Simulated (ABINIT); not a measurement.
**Geometry relaxation, with input and output: WSi2 (part 2 of 4)**

WSi2 (I4/mmm, 3 atoms in the cell); Kohn-Sham DFT of a periodic cell, PBE, PseudoDojo NC SR PBE v0.4.1 standard, no spin polarisation (ABINIT 10.8.3); cutoff 1006.82 eV, 9×9×9 k-mesh, fermi-dirac of 0.05 eV. The structure derives from an entry of the Crystallography Open Database.

Geometry of the input (Å; fractional positions):
```
-1.6069  1.6069  3.9150
1.6069  -1.6069  3.9150
1.6069  1.6069  -3.9150
W  0.0000  0.0000  0.0000
Si 0.6653  0.6653  -0.0000
Si 0.3347  0.3347  0.0000
```

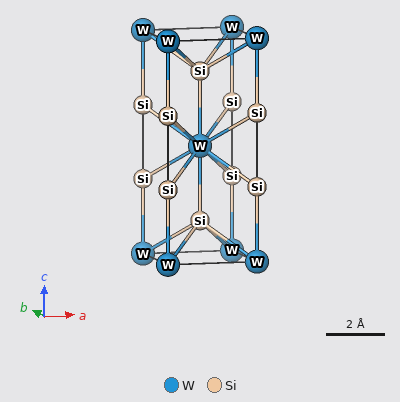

**Figure 1.** The input geometry (ball-and-stick view of the cell 2 times as large as that of the calculation, set on its symmetry axes, seen slightly off an axis). An atom can appear more than once, as a periodic image.

### Log, continued
```
 Cartesian components of stress tensor (hartree/bohr^3)
  sigma(1 1)= -3.19883782E-06  sigma(3 2)=  0.00000000E+00
  sigma(2 2)= -3.19883782E-06  sigma(3 1)=  0.00000000E+00
  sigma(3 3)=  3.94900209E-06  sigma(2 1)=  0.00000000E+00

--- !ResultsGS
iteration_state: {dtset: 1, itime: 3, icycle: 1, }
comment   : Summary of ground state results
lattice_vectors:
- [ -3.0515881,   3.0515881,   7.4339698, ]
- [  3.0515881,  -3.0515881,   7.4339698, ]
- [  3.0515881,   3.0515881,  -7.4339698, ]
lattice_lengths: [   8.59583,    8.59583,    8.59583, ]
lattice_angles: [138.412, 138.412,  60.272, ] # degrees, (23, 13, 12)
lattice_volume:   2.7690616E+02
convergence: {deltae: -9.095E-13, res2:  9.887E-13, residm:  4.554E-07, diffor: null, }
etotal    :  -8.43526277E+01
entropy   :   0.00000000E+00
fermie    :   4.92104729E-01
cartesian_stress_tensor: # hartree/bohr^3
- [ -3.19883782E-06,   0.00000000E+00,   0.00000000E+00, ]
- [  0.00000000E+00,  -3.19883782E-06,   0.00000000E+00, ]
- [  0.00000000E+00,   0.00000000E+00,   3.94900209E-06, ]
pressure_GPa:   2.4014E-02
xred      :
- [  3.7846E-21,   1.7172E-20,   1.3388E-20,  W]
- [  6.6537E-01,   6.6537E-01,  -2.5771E-17, Si]
- [  3.3463E-01,   3.3463E-01,  -1.2942E-17, Si]
cartesian_forces: # hartree/bohr
- [ -0.00000000E+00,  -0.00000000E+00,  -0.00000000E+00, ]
- [  1.96394800E-20,   1.96394800E-20,  -1.28828507E-04, ]
- [ -1.96394800E-20,  -1.96394800E-20,   1.28828507E-04, ]
force_length_stats: {min:   0.00000000E+00, max:   1.28828507E-04, mean:   8.58856712E-05, }
...

 Integrated electronic density in atomic spheres:
 ------------------------------------------------
 Atom  Sphere_radius  Integrated_density
    1        2.00000         10.23227480
    2        2.00000          1.77976804
    3        2.00000          1.77976804

---OUTPUT-----------------------------------------------------------------------

 Cartesian coordinates (xcart) [bohr]
  8.17082747773626E-20 -2.63618992700211E-36  5.62698415962434E-20
 -3.33815896115656E-16  1.76529533940546E-16  9.89269922079487E+00
  3.48283042511822E-17 -1.13813050741770E-16  4.97524036173685E+00
 Reduced coordinates (xred)
  3.78464287427927E-21  1.71724709757126E-20  1.33878281014333E-20
  6.65371228197467E-01  6.65371228197467E-01 -2.57712304566190E-17
  3.34628771802533E-01  3.34628771802533E-01 -1.29415804156012E-17
 Cartesian forces (fcart) [Ha/bohr]; max,rms= 1.28829E-04 6.07303E-05 (free atoms)
 -0.00000000000000E+00 -0.00000000000000E+00 -0.00000000000000E+00
  1.96394799610202E-20  1.96394799610202E-20 -1.28828506789298E-04
 -1.96394799610202E-20 -1.96394799610202E-20  1.28828506789298E-04
 Gradient of E wrt nuclear positions in reduced coordinates (gred)
  0.00000000000000E+00  0.00000000000000E+00 -0.00000000000000E+00
  9.57707227725533E-04  9.57707227725533E-04 -9.57707227725533E-04
 -9.57707227725533E-04 -9.57707227725533E-04  9.57707227725533E-04
 Scale of Primitive Cell (acell) [bohr]
  8.59582963707662E+00  8.59582963707662E+00  8.59582963707662E+00
 Real space primitive translations (rprimd) [bohr]
 -3.05158813506930E+00  3.05158813506930E+00  7.43396979126586E+00
  3.05158813506930E+00 -3.05158813506930E+00  7.43396979126586E+00
  3.05158813506930E+00  3.05158813506930E+00 -7.43396979126586E+00
 Unitary Cell Volume (ucvol) [Bohr^3]=  2.76906160946397E+02
 Angles (23,13,12)= [degrees]
  1.38412132812468E+02  1.38412132812468E+02  6.02723808641677E+01
 Lengths [Bohr]
  8.59582963707662E+00  8.59582963707662E+00  8.59582963707662E+00
 Stress tensor in cartesian coordinates (strten) [Ha/bohr^3]
 -3.19883782161703E-06  0.00000000000000E+00  0.00000000000000E+00
  0.00000000000000E+00 -3.19883782162050E-06  0.00000000000000E+00
  0.00000000000000E+00  0.00000000000000E+00  3.94900208914965E-06
 Total energy (etotal) [Ha]= -8.43526277210208E+01

 Difference of energy with previous step (new-old):
           Absolute (Ha)=-2.09539E-05
           Relative     =-2.48409E-07

--- Iteration: ( 4/50) Internal Cycle: (1/1)
--------------------------------------------------------------------------------

---SELF-CONSISTENT-FIELD CONVERGENCE--------------------------------------------

--- !BeginCycle
iteration_state: {dtset: 1, itime: 4, icycle: 1, }
solver: {iscf: 7, nstep: 80, nline: 4, wfoptalg: 0, }
tolerances: {tolvrs: 1.00E-12, }
...

     iter   Etot(hartree)      deltaE(h)  residm     vres2
 ETOT  1  -84.352625534503    -8.435E+01 8.178E-06 5.024E-02
 ETOT  2  -84.352625404013     1.305E-07 1.933E-07 4.554E-02
 ETOT  3  -84.352627992027    -2.588E-06 1.528E-07 1.609E-04
 ETOT  4  -84.352628002969    -1.094E-08 1.110E-07 3.985E-07
 ETOT  5  -84.352628003002    -3.341E-11 3.285E-08 3.486E-09
 ETOT  6  -84.352628003005    -3.197E-12 9.652E-08 2.110E-10
 ETOT  7  -84.352628003005     4.690E-13 2.605E-08 9.949E-12
 ETOT  8  -84.352628003001     3.368E-12 9.367E-08 5.076E-15

 At SCF step    8       vres2   =  5.08E-15 < tolvrs=  1.00E-12 =>converged.

 Cartesian components of stress tensor (hartree/bohr^3)
  sigma(1 1)= -1.22966252E-06  sigma(3 2)=  0.00000000E+00
  sigma(2 2)= -1.22966252E-06  sigma(3 1)=  0.00000000E+00
  sigma(3 3)=  2.88820225E-06  sigma(2 1)=  0.00000000E+00

--- !ResultsGS
iteration_state: {dtset: 1, itime: 4, icycle: 1, }
comment   : Summary of ground state results
lattice_vectors:
- [ -3.0519769,   3.0519769,   7.4332252, ]
- [  3.0519769,  -3.0519769,   7.4332252, ]
- [  3.0519769,   3.0519769,  -7.4332252, ]
lattice_lengths: [   8.59546,    8.59546,    8.59546, ]
lattice_angles: [138.405, 138.405,  60.284, ] # degrees, (23, 13, 12)
lattice_volume:   2.7694898E+02
convergence: {deltae:  3.368E-12, res2:  5.076E-15, residm:  9.367E-08, diffor: null, }
etotal    :  -8.43526280E+01
entropy   :   0.00000000E+00
fermie    :   4.91975281E-01
cartesian_stress_tensor: # hartree/bohr^3
- [ -1.22966252E-06,   0.00000000E+00,   0.00000000E+00, ]
- [  0.00000000E+00,  -1.22966252E-06,   0.00000000E+00, ]
- [  0.00000000E+00,   0.00000000E+00,   2.88820225E-06, ]
pressure_GPa:  -4.2060E-03
xred      :
- [  3.8075E-21,   1.7237E-20,   1.3429E-20,  W]
- [  6.6536E-01,   6.6536E-01,  -2.5773E-17, Si]
- [  3.3464E-01,   3.3464E-01,  -1.2940E-17, Si]
cartesian_forces: # hartree/bohr
- [  5.92076437E-21,   5.92076437E-21,  -0.00000000E+00, ]
- [  1.41688956E-20,   1.41688956E-20,  -1.09107712E-04, ]
- [ -2.00896600E-20,  -2.00896600E-20,   1.09107712E-04, ]
force_length_stats: {min:   8.37322528E-21, max:   1.09107712E-04, mean:   7.27384745E-05, }
...

 Integrated electronic density in atomic spheres:
 ------------------------------------------------
 Atom  Sphere_radius  Integrated_density
    1        2.00000         10.23256407
    2        2.00000          1.77989844
    3        2.00000          1.77989844

---OUTPUT-----------------------------------------------------------------------

 Cartesian coordinates (xcart) [bohr]
  8.19706689578914E-20  1.80092951039684E-35  5.66037812429686E-20
 -2.70384032871107E-16  1.13067738347923E-16  9.89157818316329E+00
 -2.50770758743745E-16  1.71786572944582E-16  4.97487231047114E+00
 Reduced coordinates (xred)
  3.80748459541203E-21  1.72365948335917E-20  1.34291102381797E-20
  6.65362467483325E-01  6.65362467483325E-01 -2.57728512926867E-17
  3.34637532516675E-01  3.34637532516675E-01 -1.29398399653748E-17
 Cartesian forces (fcart) [Ha/bohr]; max,rms= 1.09108E-04 5.14339E-05 (free atoms)
  5.92076437416949E-21  5.92076437416949E-21 -0.00000000000000E+00
  1.41688956271559E-20  1.41688956271559E-20 -1.09107711747226E-04
 -2.00896600013254E-20 -2.00896600013254E-20  1.09107711747226E-04
 Gradient of E wrt nuclear positions in reduced coordinates (gred)
 -2.63897853057973E-37  2.63897853057973E-37 -3.61400724161835E-20
  8.11022197581933E-04  8.11022197581933E-04 -8.11022197581933E-04
 -8.11022197581933E-04 -8.11022197581933E-04  8.11022197581933E-04
 Scale of Primitive Cell (acell) [bohr]
  8.59546181356329E+00  8.59546181356329E+00  8.59546181356329E+00
 Real space primitive translations (rprimd) [bohr]
 -3.05197691820432E+00  3.05197691820432E+00  7.43322524681721E+00
  3.05197691820432E+00 -3.05197691820432E+00  7.43322524681721E+00
  3.05197691820432E+00  3.05197691820432E+00 -7.43322524681721E+00
 Unitary Cell Volume (ucvol) [Bohr^3]=  2.76948982667055E+02
 Angles (23,13,12)= [degrees]
  1.38404726329940E+02  1.38404726329940E+02  6.02837035441135E+01
 Lengths [Bohr]
  8.59546181356329E+00  8.59546181356329E+00  8.59546181356329E+00
 Stress tensor in cartesian coordinates (strten) [Ha/bohr^3]
 -1.22966251835284E-06  0.00000000000000E+00  0.00000000000000E+00
  0.00000000000000E+00 -1.22966251833376E-06  0.00000000000000E+00
  0.00000000000000E+00  0.00000000000000E+00  2.88820225331603E-06
 Total energy (etotal) [Ha]= -8.43526280030013E+01

 Difference of energy with previous step (new-old):
           Absolute (Ha)=-2.81981E-07
           Relative     =-3.34288E-09

--- Iteration: ( 5/50) Internal Cycle: (1/1)
--------------------------------------------------------------------------------

---SELF-CONSISTENT-FIELD CONVERGENCE--------------------------------------------

--- !BeginCycle
iteration_state: {dtset: 1, itime: 5, icycle: 1, }
solver: {iscf: 7, nstep: 80, nline: 4, wfoptalg: 0, }
tolerances: {tolvrs: 1.00E-12, }
...

     iter   Etot(hartree)      deltaE(h)  residm     vres2
 ETOT  1  -84.352627410269    -8.435E+01 1.174E-04 1.605E-02
 ETOT  2  -84.352627756572    -3.463E-07 6.018E-07 7.119E-03
 ETOT  3  -84.352628124500    -3.679E-07 2.671E-07 5.217E-04
 ETOT  4  -84.352628156195    -3.170E-08 5.331E-07 3.092E-07
 ETOT  5  -84.352628156232    -3.715E-11 1.106E-07 4.757E-09
 ETOT  6  -84.352628156232    -1.990E-13 5.294E-07 5.041E-10
 ETOT  7  -84.352628156231     7.532E-13 1.104E-07 6.702E-12
 ETOT  8  -84.352628156230     1.080E-12 5.268E-07 7.926E-15

 At SCF step    8       vres2   =  7.93E-15 < tolvrs=  1.00E-12 =>converged.

 Cartesian components of stress tensor (hartree/bohr^3)
  sigma(1 1)=  2.40089882E-07  sigma(3 2)=  0.00000000E+00
  sigma(2 2)=  2.40089882E-07  sigma(3 1)=  0.00000000E+00
  sigma(3 3)=  7.02557986E-08  sigma(2 1)=  0.00000000E+00

--- !ResultsGS
iteration_state: {dtset: 1, itime: 5, icycle: 1, }
comment   : Summary of ground state results
lattice_vectors:
- [ -3.0523383,   3.0523383,   7.4318079, ]
- [  3.0523383,  -3.0523383,   7.4318079, ]
- [  3.0523383,   3.0523383,  -7.4318079, ]
lattice_lengths: [   8.59449,    8.59449,    8.59449, ]
lattice_angles: [138.395, 138.395,  60.299, ] # degrees, (23, 13, 12)
lattice_volume:   2.7696176E+02
convergence: {deltae:  1.080E-12, res2:  7.926E-15, residm:  5.268E-07, diffor: null, }
etotal    :  -8.43526282E+01
entropy   :   0.00000000E+00
fermie    :   4.91890518E-01
cartesian_stress_tensor: # hartree/bohr^3
- [  2.40089882E-07,   0.00000000E+00,   0.00000000E+00, ]
- [  0.00000000E+00,   2.40089882E-07,   0.00000000E+00, ]
- [  0.00000000E+00,   0.00000000E+00,   7.02557986E-08, ]
pressure_GPa:  -5.3981E-03
xred      :
- [  5.9064E-21,   1.9376E-20,   1.7635E-20,  W]
- [  6.6535E-01,   6.6535E-01,  -2.5762E-17, Si]
- [  3.3465E-01,   3.3465E-01,  -1.2951E-17, Si]
cartesian_forces: # hartree/bohr
- [  5.92006335E-21,   5.92006335E-21,  -0.00000000E+00, ]
- [ -3.93007406E-20,  -3.93007406E-20,  -5.79023758E-05, ]
- [  3.33806773E-20,   3.33806773E-20,   5.79023758E-05, ]
force_length_stats: {min:   8.37223388E-21, max:   5.79023758E-05, mean:   3.86015838E-05, }
...

 Integrated electronic density in atomic spheres:
 ------------------------------------------------
 Atom  Sphere_radius  Integrated_density
    1        2.00000         10.23613590
    2        2.00000          1.77916483
    3        2.00000          1.77916483

---OUTPUT-----------------------------------------------------------------------

 Cartesian coordinates (xcart) [bohr]
  9.49412361048098E-20  1.27120234766677E-20  5.68393454527850E-20
 -3.61797804811571E-16  2.04531702238575E-16  9.88943639490611E+00
 -1.59470224574982E-16  8.04099885330436E-17  4.97417935246825E+00
 Reduced coordinates (xred)
  5.90640094977342E-21  1.93762729066492E-20  1.76345556032546E-20
  6.65345267463138E-01  6.65345267463138E-01 -2.57615778761595E-17
  3.34654732536862E-01  3.34654732536862E-01 -1.29507655774492E-17
 Cartesian forces (fcart) [Ha/bohr]; max,rms= 5.79024E-05 2.72954E-05 (free atoms)
  5.92006334974449E-21  5.92006334974449E-21 -0.00000000000000E+00
 -3.93007406142727E-20 -3.93007406142727E-20 -5.79023757746850E-05
  3.33806772645282E-20  3.33806772645282E-20  5.79023757746850E-05
 Gradient of E wrt nuclear positions in reduced coordinates (gred)
  6.37963504937659E-37 -6.37963504937659E-37 -3.61400724161835E-20
  4.30319332187498E-04  4.30319332187498E-04 -4.30319332187498E-04
 -4.30319332187498E-04 -4.30319332187498E-04  4.30319332187498E-04
 Scale of Primitive Cell (acell) [bohr]
  8.59449281155448E+00  8.59449281155448E+00  8.59449281155448E+00
 Real space primitive translations (rprimd) [bohr]
 -3.05233831811473E+00  3.05233831811473E+00  7.43180787368718E+00
  3.05233831811473E+00 -3.05233831811473E+00  7.43180787368718E+00
  3.05233831811473E+00  3.05233831811473E+00 -7.43180787368718E+00
 Unitary Cell Volume (ucvol) [Bohr^3]=  2.76961755036243E+02
 Angles (23,13,12)= [degrees]
  1.38394664528321E+02  1.38394664528321E+02  6.02990861456876E+01
 Lengths [Bohr]
  8.59449281155448E+00  8.59449281155448E+00  8.59449281155448E+00
 Stress tensor in cartesian coordinates (strten) [Ha/bohr^3]
  2.40089882403913E-07  0.00000000000000E+00  0.00000000000000E+00
  0.00000000000000E+00  2.40089882405647E-07  0.00000000000000E+00
  0.00000000000000E+00  0.00000000000000E+00  7.02557985555324E-08
 Total energy (etotal) [Ha]= -8.43526281562304E+01

 Difference of energy with previous step (new-old):
           Absolute (Ha)=-1.53229E-07
           Relative     =-1.81653E-09

--- Iteration: ( 6/50) Internal Cycle: (1/1)
--------------------------------------------------------------------------------

---SELF-CONSISTENT-FIELD CONVERGENCE--------------------------------------------

--- !BeginCycle
iteration_state: {dtset: 1, itime: 6, icycle: 1, }
solver: {iscf: 7, nstep: 80, nline: 4, wfoptalg: 0, }
tolerances: {tolvrs: 1.00E-12, }
...

     iter   Etot(hartree)      deltaE(h)  residm     vres2
 ETOT  1  -84.352628144712    -8.435E+01 3.015E-04 3.337E-04
 ETOT  2  -84.352628140549     4.163E-09 1.134E-06 3.981E-04
 ETOT  3  -84.352628163567    -2.302E-08 1.286E-07 1.497E-07
 ETOT  4  -84.352628163582    -1.522E-11 5.453E-07 1.267E-09
 ETOT  5  -84.352628163579     2.942E-12 1.285E-07 2.675E-11
 ETOT  6  -84.352628163581    -1.918E-12 5.479E-07 2.278E-13

 At SCF step    6       vres2   =  2.28E-13 < tolvrs=  1.00E-12 =>converged.

 Cartesian components of stress tensor (hartree/bohr^3)
  sigma(1 1)=  1.41172265E-07  sigma(3 2)=  0.00000000E+00
  sigma(2 2)=  1.41172265E-07  sigma(3 1)=  0.00000000E+00
  sigma(3 3)= -2.26534399E-07  sigma(2 1)=  0.00000000E+00

--- !ResultsGS
iteration_state: {dtset: 1, itime: 6, icycle: 1, }
comment   : Summary of ground state results
lattice_vectors:
- [ -3.0523337,   3.0523337,   7.4317034, ]
- [  3.0523337,  -3.0523337,   7.4317034, ]
- [  3.0523337,   3.0523337,  -7.4317034, ]
lattice_lengths: [   8.59440,    8.59440,    8.59440, ]
lattice_angles: [138.394, 138.394,  60.300, ] # degrees, (23, 13, 12)
lattice_volume:   2.7695703E+02
convergence: {deltae: -1.918E-12, res2:  2.278E-13, residm:  5.479E-07, diffor: null, }
etotal    :  -8.43526282E+01
entropy   :   0.00000000E+00
fermie    :   4.91894739E-01
cartesian_stress_tensor: # hartree/bohr^3
- [  1.41172265E-07,   0.00000000E+00,   0.00000000E+00, ]
- [  0.00000000E+00,   1.41172265E-07,   0.00000000E+00, ]
- [  0.00000000E+00,   0.00000000E+00,  -2.26534399E-07, ]
pressure_GPa:  -5.4733E-04
xred      :
- [  6.4850E-21,   1.9955E-20,   1.8794E-20,  W]
- [  6.6534E-01,   6.6534E-01,  -2.5766E-17, Si]
- [  3.3466E-01,   3.3466E-01,  -1.2947E-17, Si]
cartesian_forces: # hartree/bohr
- [ -0.00000000E+00,  -0.00000000E+00,  -0.00000000E+00, ]
- [  2.63026701E-20,   3.30789337E-20,  -4.17002301E-05, ]
- [ -2.63026701E-20,  -3.30789337E-20,   4.17002301E-05, ]
force_length_stats: {min:   0.00000000E+00, max:   4.17002301E-05, mean:   2.78001534E-05, }
...

 Integrated electronic density in atomic spheres:
 ------------------------------------------------
 Atom  Sphere_radius  Integrated_density
    1        2.00000         10.23611264
    2        2.00000          1.77915075
    3        2.00000          1.77915075

---OUTPUT-----------------------------------------------------------------------
```
